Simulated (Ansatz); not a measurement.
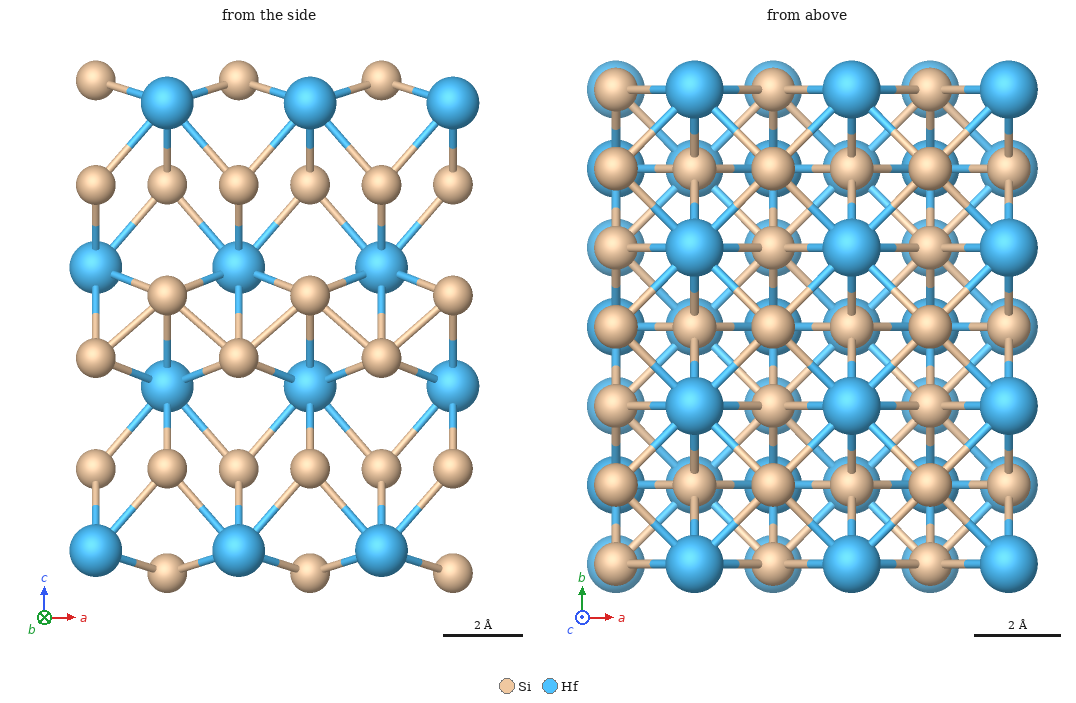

A ball-and-stick picture of a periodic slab, seen from the side and from above. The surface normal points up in side views; the vacuum is left out. 3×3 cells are drawn in the plane, with atoms at the edges repeated.

The cell holds 4 Hf, 8 Si. The slab was cut from bulk HfSi2 (Cmcm).

**Which species face the vacuum on either side?**

The top face ends in Si, the bottom face in Si. The two faces are alike.

**What is the slab's thickness, atom centre to atom centre?**

About 13 Å from the lowest to the highest atom.

**What are the Miller indices of the surface?**

(0 1 0).

Method used: DFT PBE, scalar-relativistic, plane waves, PAW in Ansatz 0.2.0. It ran with a plane-wave cutoff of 420 eV, the zone sampled with 10×10×1 points, Gaussian smearing of 0.1 eV, no spin polarisation.

**Predict the work functions of both surfaces.**

4.23 eV on both faces.

Origin of the cell: a structure type filled with these elements by a generator (whether the compound takes this form wasn't checked); a slab was cut from it. The atoms were relaxed in a fixed cell with DFT PBE, scalar-relativistic, plane waves, PAW in Ansatz 0.2.0.
